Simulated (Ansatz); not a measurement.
## Single-point calculation of CoO (part 1 of 2)

CoO (6 atoms in the cell), computed with DFT r2SCAN+U, scalar-relativistic, plane waves, PAW, Ueff = 3.32 eV on Co d (Ansatz 0.2.0).

The structure derives from a Materials Project entry. The run did not end well. It belongs to a series of runs on one base structure; here: the same crystal in its conventional cell. Figures and captions count atoms from 1; the log counts them from 0 in places.

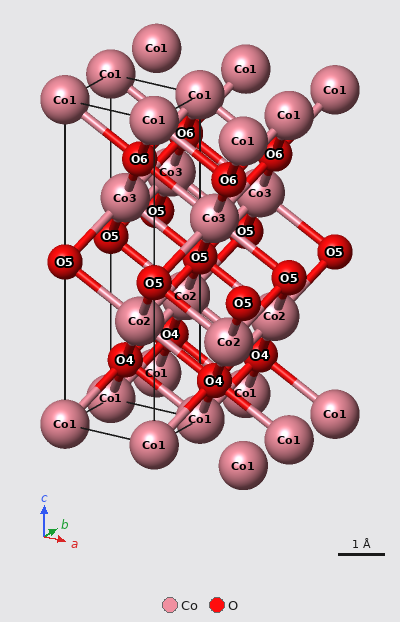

**Figure 1.** The input geometry (ball-and-stick view of the cell of the calculation, repeated 2 × 2 × 1, seen slightly off an axis; atoms are numbered from 1 in the order of the input). An atom can appear more than once, as a periodic image. Near neighbours in the periodic cell (some may lie outside the picture): Co has 6 O at 2.14 Å; O has 6 Co at 2.14 Å.

Input file
```yaml
crystal:
  lattice:
    - [3.0460151788, 0.0, 0.0]
    - [-1.5230075894, 2.6379265252, 0.0]
    - [0.0, 0.0, 7.3439526174]
  atoms:
    - { symbol: Co, position: [0.0, 0.0, 0.0], spin: 2.93 }
    - { symbol: Co, position: [0.6666666667, 0.3333333333, 0.3333333333], spin: 2.93 }
    - { symbol: Co, position: [0.3333333333, 0.6666666667, 0.6666666667], spin: 2.93 }
    - { symbol: O, position: [0.3333333333, 0.6666666667, 0.1666666667], spin: 0.21 }
    - { symbol: O, position: [0.0, 0.0, 0.5], spin: 0.21 }
    - { symbol: O, position: [0.6666666667, 0.3333333333, 0.8333333333], spin: 0.21 }
basis:
  ecutwfc: 500
kpoints:
  mp_grid: { grid: [12, 12, 4] }
hamiltonian:
  xc: r2scan
  hubbard: { sites: [{ species: Co, l: d, u_eff: 3.32 }] }
scf:
  occupations: { method: gaussian, width: 0.02 }
output:
  forces: true
  stress: true
  eigenvalues: true
  populations: true
magnetization:
  spin_polarized: true
```

Command:
```bash
ansatz run input.yaml --threads 1 --pin off --max-ram 2560MiB --backend cpu --events-out ev --progress --plain --runs-dir out
```

What the program printed
```
Co: projections on atomic orbitals take those of the free atom [Ne] 3s2 3p6 3d7 4s2, of charge +0.00 (hamiltonian.pseudopotentials.projection_atoms); the dataset's partial waves leave at most 1.4e-6 of an orbital's norm unspanned inside its sphere
O: projections on atomic orbitals take those of the free atom [He] 2s2 2p4, of charge +0.00 (hamiltonian.pseudopotentials.projection_atoms); the dataset's partial waves leave at most 1.9e-8 of an orbital's norm unspanned inside its sphere
Engine: ansatz 0.2.0, aarch64-unknown-linux-gnu
Pseudopotentials: kind: paw
Pseudopotential: Co, paw, valence charge 17, recommended cutoff 500 eV (meta_gga), Co.paw.azcp
Pseudopotential: O, paw, valence charge 6, recommended cutoff 500 eV (meta_gga), O.paw.azcp
Functional definition: r2SCAN
  parameter k0 = 0.174
  parameter k1 = 0.065
  parameter a1 = 4.9479
  exchange = r2scan_x(k0 = k0, k1 = k1, a1 = a1)
  correlation = r2scan_c
Crystal: 6 atoms, lattice volume = 59.010 Å³
Basis set: ecut = 500 eV, 1539 PW (Γ), exchange–correlation on 96×96×216 points (64 copies of the dense FFT grid, shifted against one another)
Bands: 48, of which v1, the nominal top of the filled ones, is band 35 counted from 1 (34 counted from 0)
Symmetry: 36 space group operations
Space group: R-3m (ITA 166), of the structure as read, at distance tolerance 3.9e-5 Å
Magnetic group: BNS 166.97 (UNI 1327), of the structure as read, at distance tolerance 3.9e-5 Å
k-points: 69 of 576
Non-local potential: Co, projectors of the file, l = 0: 3, l = 1: 2, l = 2: 3, l = 3: 1
Non-local potential: O, projectors of the file, l = 0: 2, l = 1: 2, l = 2: 1
PAW form: soft (Blöchl's): semilocal exchange-correlation on the pseudo side does not see the compensation charge
PAW frozen core: Co, regenerated for the run's functional (the file was generated under x = pbe(κ = 0.804, μ = 0.2195149727645171), c = pbe(β = 0.06672455060314922))
PAW frozen core: O, regenerated for the run's functional (the file was generated under x = pbe(κ = 0.804, μ = 0.2195149727645171), c = pbe(β = 0.06672455060314922))
PAW one-centre angular grid: Co, 590 points (default); XC on 160 Gauss nodes
PAW one-centre angular grid: O, 302 points (default); XC on 160 Gauss nodes
Initial density: superposition of atomic densities (chi_scale 0.1, normalization cell, long waves kept (reshape's long-wave potential 0.00 eV rms))
Starting moments: Σ|m| = 9.42 μB on 6 of 6 sites
Initial wavefunctions: pseudopotential atomic-orbital guess
Functional: x = r2scan, c = r2scan; τ floored in thin density (d = 2e-4 eV/Å³)
SCF iter   1: F=—  HF=-17093.799469 eV  |F-HF|=—  |Δ(HF+E_count)|=         —  Δρ=2.52e-1 (↑9.58e-2 ↓2.52e-1)  dr2=5.38e1  dr2_τ=6.76e-1  dr2_m=3.82e0  M=6.936 μB ∫|m|=6.936 μB  β_m=0.30  ethr=3.10e-3  ⟨swp⟩=5.8  Hψ=22664  notcnv=0
preconditioner: auto → Kerker (q_TF=auto, 2.800 Å⁻¹)  [metal: Δε(μ)=0.000 eV  Ē_g=13.684 eV  σ=0.020 eV  W_gap=0.01  n_scr=24 (ndim 8)  ℏωp=32.4 eV  f_vac=0.000  D(μ)=10.59/eV (n_scr^D=186)]
spin=Collinear: Kerker preconditioning applied to the charge; magnetization (m = ρ↑ − ρ↓) channel mixes plain (no charge-response kernel on spin).
SCF iter   2: F=—  HF=-17090.177836 eV  |F-HF|=—  |Δ(HF+E_count)|=    3.62e0  Δρ=7.62e-2 (↑4.59e-2 ↓7.62e-2)  dr2=1.47e0  dr2_τ=3.12e-1  dr2_m=1.33e0  M=9.000 μB ∫|m|=9.012 μB  β_m=0.30  ethr=3.10e-3  ⟨swp⟩=3.0  Hψ=14753  notcnv=0  defer=720  κ⁻¹=1.0e0(r=1)
SCF iter   3: F=—  HF=-17091.638295 eV  |F-HF|=—  |Δ(HF+E_count)|=    1.46e0  Δρ=5.47e-2 (↑3.59e-2 ↓5.47e-2)  dr2=7.90e-1  dr2_τ=8.64e-2  dr2_m=7.42e-1  M=9.000 μB ∫|m|=9.023 μB  β_m=0.30  ethr=2.13e-3  ⟨swp⟩=3.2  Hψ=11942  notcnv=0  defer=610  κ⁻¹=1.1e-3(r=2)
SCF iter   4: F=—  HF=-17092.786099 eV  |F-HF|=—  |Δ(HF+E_count)|=    1.15e0  Δρ=3.39e-2 (↑3.39e-2 ↓2.77e-2)  dr2=2.16e-1  dr2_τ=2.90e-2  dr2_m=4.25e-1  M=9.000 μB ∫|m|=9.029 μB  β_m=1.00  ethr=1.15e-3  ⟨swp⟩=2.7  Hψ=11330  notcnv=0  defer=603  κ⁻¹=1.3e-4(r=3)
SCF iter   5: F=—  HF=-17093.085993 eV  |F-HF|=—  |Δ(HF+E_count)|=   3.00e-1  Δρ=2.12e-2 (↑5.17e-3 ↓2.12e-2)  dr2=1.12e-1  dr2_τ=3.84e-3  dr2_m=4.69e-2  M=9.000 μB ∫|m|=9.090 μB  β_m=0.30  ethr=3.14e-4  ⟨swp⟩=2.6  Hψ=14064  notcnv=0  defer=604  κ⁻¹=1.2e-4(r=4)
SCF iter   6: F=—  HF=-17093.546649 eV  |F-HF|=—  |Δ(HF+E_count)|=   4.61e-1  Δρ=3.04e-2 (↑6.06e-3 ↓3.04e-2)  dr2=2.05e-1  dr2_τ=6.52e-3  dr2_m=9.16e-2  M=9.000 μB ∫|m|=9.098 μB  β_m=1.20  ethr=1.62e-4  ⟨swp⟩=2.0  Hψ=7531  notcnv=0  defer=607
Mixer restart at iter 6: flushing history
spin-set hold released at iteration 6 (site moments contracting): the magnetisation degrees of freedom join the quasi-Newton model from the next iteration; the mixer history was flushed
SCF iter   7: F=—  HF=-17093.860726 eV  |F-HF|=—  |Δ(HF+E_count)|=   3.14e-1  Δρ=1.47e-2 (↑1.47e-2 ↓1.29e-2)  dr2=1.28e-1  dr2_τ=2.86e-3  dr2_m=1.77e-3  M=9.000 μB ∫|m|=9.110 μB  β_m=1.20  ethr=1.62e-4  ⟨swp⟩=2.1  Hψ=12927  notcnv=0  defer=611  κ⁻¹=1.0e0(r=1)
SCF iter   8: F=—  HF=-17094.220630 eV  |F-HF|=—  |Δ(HF+E_count)|=   3.60e-1  Δρ=7.94e-3 (↑6.85e-3 ↓7.94e-3)  dr2=3.89e-2  dr2_τ=1.05e-3  dr2_m=4.50e-4  M=9.000 μB ∫|m|=9.098 μB  β_m=1.20  ethr=1.62e-4  ⟨swp⟩=2.1  Hψ=8941  notcnv=0  defer=609  κ⁻¹=4.3e-1(r=2)
SCF iter   9: F=—  HF=-17094.379967 eV  |F-HF|=—  |Δ(HF+E_count)|=   1.59e-1  Δρ=3.98e-3 (↑2.98e-3 ↓3.98e-3)  dr2=6.34e-3  dr2_τ=3.01e-4  dr2_m=3.51e-4  M=9.000 μB ∫|m|=9.086 μB  β_m=1.20  ethr=5.64e-5  ⟨swp⟩=2.2  Hψ=12970  notcnv=0  defer=612  κ⁻¹=8.6e-3(r=3)
SCF iter  10: F=—  HF=-17094.398281 eV  |F-HF|=—  |Δ(HF+E_count)|=   1.83e-2  Δρ=2.83e-3 (↑2.07e-3 ↓2.83e-3)  dr2=3.34e-3  dr2_τ=1.01e-4  dr2_m=1.41e-4  M=9.000 μB ∫|m|=9.085 μB  β_m=1.20  ethr=9.19e-6  ⟨swp⟩=2.4  Hψ=10520  notcnv=0  defer=612  κ⁻¹=4.4e-3(r=4)
SCF iter  11: F=—  HF=-17094.421387 eV  |F-HF|=—  |Δ(HF+E_count)|=   2.31e-2  Δρ=1.70e-3 (↑1.24e-3 ↓1.70e-3)  dr2=2.01e-3  dr2_τ=1.62e-5  dr2_m=4.61e-5  M=9.000 μB ∫|m|=9.081 μB  β_m=1.20  ethr=4.84e-6  ⟨swp⟩=2.2  Hψ=12072  notcnv=0  defer=612  κ⁻¹=1.4e-3(r=5)
SCF iter  12: F=—  HF=-17094.422775 eV  |F-HF|=—  |Δ(HF+E_count)|=   1.39e-3  Δρ=1.17e-3 (↑9.64e-4 ↓1.17e-3)  dr2=1.32e-3  dr2_τ=9.95e-6  dr2_m=1.37e-5  M=9.000 μB ∫|m|=9.081 μB  β_m=1.20  ethr=2.91e-6  ⟨swp⟩=1.5  Hψ=6854  notcnv=0  defer=612  κ⁻¹=3.7e-4(r=6)
SCF iter  13: F=—  HF=-17094.424966 eV  |F-HF|=—  |Δ(HF+E_count)|=   2.19e-3  Δρ=4.28e-4 (↑3.76e-4 ↓4.28e-4)  dr2=1.59e-4  dr2_τ=5.53e-6  dr2_m=7.01e-6  M=9.000 μB ∫|m|=9.082 μB  β_m=1.20  ethr=1.91e-6  ⟨swp⟩=2.0  Hψ=12034  notcnv=0  defer=612  κ⁻¹=2.0e-4(r=7)
SCF iter  14: F=—  HF=-17094.425422 eV  |F-HF|=—  |Δ(HF+E_count)|=   4.56e-4  Δρ=3.71e-4 (↑3.17e-4 ↓3.71e-4)  dr2=1.10e-4  dr2_τ=3.21e-6  dr2_m=1.60e-6  M=9.000 μB ∫|m|=9.082 μB  β_m=1.20  ethr=2.31e-7  ⟨swp⟩=2.0  Hψ=11381  notcnv=0  defer=612  κ⁻¹=5.8e-5(r=8)
SCF iter  15: F=—  HF=-17094.425478 eV  |F-HF|=—  |Δ(HF+E_count)|=   5.56e-5  Δρ=2.67e-4 (↑2.24e-4 ↓2.67e-4)  dr2=6.27e-5  dr2_τ=1.64e-6  dr2_m=5.21e-7  M=9.000 μB ∫|m|=9.082 μB  β_m=1.20  ethr=1.59e-7  ⟨swp⟩=1.0  Hψ=6096  notcnv=0  defer=612  κ⁻¹=3.1e-5(r=8)
SCF iter  16: F=—  HF=-17094.425507 eV  |F-HF|=—  |Δ(HF+E_count)|=   2.92e-5  Δρ=6.81e-5 (↑6.35e-5 ↓6.81e-5)  dr2=8.47e-6  dr2_τ=1.60e-7  dr2_m=6.50e-8  M=9.000 μB ∫|m|=9.081 μB  β_m=1.20  ethr=9.08e-8  ⟨swp⟩=2.0  Hψ=10773  notcnv=0  defer=612  κ⁻¹=1.2e-5(r=8)
SCF iter  17: F=—  HF=-17094.425505 eV  |F-HF|=—  |Δ(HF+E_count)|=   2.31e-6  Δρ=4.45e-5 (↑4.45e-5 ↓4.36e-5)  dr2=2.94e-6  dr2_τ=6.06e-8  dr2_m=1.02e-8  M=9.000 μB ∫|m|=9.081 μB  β_m=1.20  ethr=1.23e-8  ⟨swp⟩=1.1  Hψ=6031  notcnv=0  defer=612  κ⁻¹=1.1e-4(r=8)
SCF iter  18: F=—  HF=-17094.425506 eV  |F-HF|=—  |Δ(HF+E_count)|=   1.35e-6  Δρ=2.64e-5 (↑2.45e-5 ↓2.64e-5)  dr2=6.38e-7  dr2_τ=2.37e-8  dr2_m=5.31e-9  M=9.000 μB ∫|m|=9.081 μB  β_m=1.20  ethr=4.27e-9  ⟨swp⟩=2.0  Hψ=10186  notcnv=0  defer=612  κ⁻¹=2.9e-5(r=8)
SCF iter  19: F=—  HF=-17094.425507 eV  |F-HF|=—  |Δ(HF+E_count)|=   6.23e-7  Δρ=1.64e-5 (↑1.61e-5 ↓1.64e-5)  dr2=2.85e-7  dr2_τ=9.49e-9  dr2_m=1.83e-9  M=9.000 μB ∫|m|=9.081 μB  β_m=1.20  ethr=9.25e-10  ⟨swp⟩=2.0  Hψ=9930  notcnv=0  defer=612  κ⁻¹=2.5e-5(r=8)
SCF iter  20: F=-17094.425507 eV  HF=-17094.425507 eV  |F-HF|=4.23e-8  |Δ(HF+E_count)|=   1.08e-7  Δρ=5.85e-6 (↑5.25e-6 ↓5.85e-6)  dr2=2.76e-8  dr2_τ=1.20e-9  dr2_m=7.08e-10  M=9.000 μB ∫|m|=9.081 μB  ethr=1.45e-10  ⟨swp⟩=8.5  Hψ=31831  notcnv=0
SCF 1 converged in 20 iterations: F = -17094.425507 eV  dr2 = 2.76e-8
  greatest PAW one-centre occupation: 1.007 electrons in one spin orbital (limit 2), on the Co atom at site 2 (counted from 0), in its partial waves of l = 1
Symmetry: 12 space group operations
k-points: 164 of 576
Initial density: read from a saved state, or passed on in memory by an earlier SCF of this step, an earlier step, the calling program or the single point that the run made first
Starting moments: Σ|m| = 9.42 μB on 6 of 6 sites; this step starts from the density that it was given
```
